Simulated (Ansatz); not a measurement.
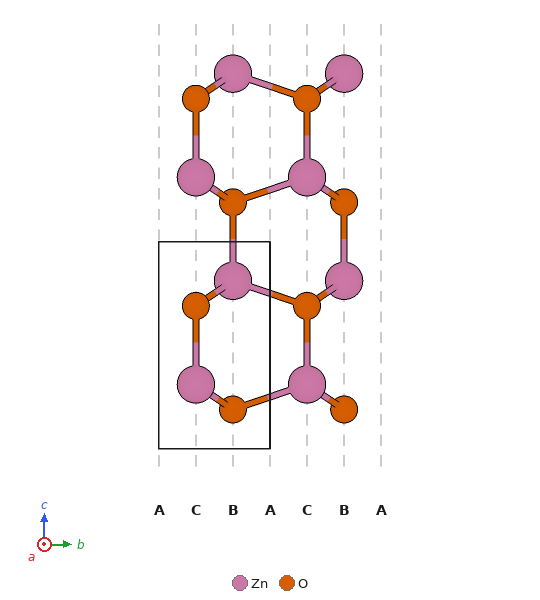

The picture looks along a close-packed row of the hexagonal mesh; c points upwards. The dashed lines mark the three columns A (0, 0), B (1/3, 2/3) and C (2/3, 1/3). The sequence starts with the first layer at or above the cell's origin.

ZnO: the end point of a relaxation at fixed volume with DFT PBE, scalar-relativistic, plane waves, PAW (Ansatz); the starting structure was generated, so it need not be a known form of this composition.

Read off the stacking sequence over one period.

O(B) – Zn(C) – O(C) – Zn(B) (four layers in 5.13 Å).

How are the O layers alone stacked?

O layers alone: BC, the hexagonal close-packed type.

Which positions between or in the O layers do the other atoms fill?

Zn: two tetrahedral sites, counted in one hexagonal cell.

What short polytype symbol fits?

Polytype symbol 2H, the symbol of a tetrahedral polytype (number of double layers in the repeat and lattice).

Heights of the layers:

| layer | atoms (column) | height (Å) | to next (Å) |
| --- | --- | --- | --- |
| 1 | O(B) | 0.97 | 0.62 |
| 2 | Zn(C) | 1.59 | 1.94 |
| 3 | O(C) | 3.54 | 0.62 |
| 4 | Zn(B) | 4.16 | 1.94 |
